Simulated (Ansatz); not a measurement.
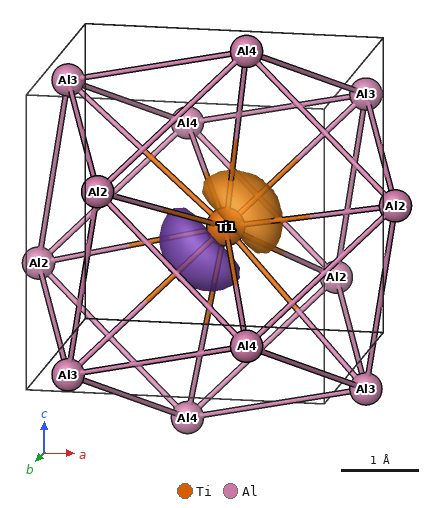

TiAl$_{3}$: one atom of the 4-atom cell (and its periodic copies) was moved a little. Density after less density before, orange at +0.8 and purple at −0.8 e/Å³, seen at an oblique angle; cell a = 3.96 Å, b = 3.96 Å, c = 3.96 Å, α = 90.00°, β = 90.00°, γ = 90.00°. The lobes lie largely inside the PAW sphere, where the density is a smoothed one.

Space group Pm-3m. The cell comes from a database of computed structures, not from a measurement.

Method: DFT PBEsol, scalar-relativistic, plane waves, PAW (Ansatz).

### Find the displaced atom and its direction.

Ti1 moved towards the orange lobe, up and to the right in the picture. In the run the shift was 0.15 Å along [2 −1 2] in the axes of the cell drawn.

### What restoring force does the calculation give for this move?

The force on it changes by 1.39 eV/Å along the move, against it: a stiffness of about 9.2 eV/Å² for this sublattice shift.
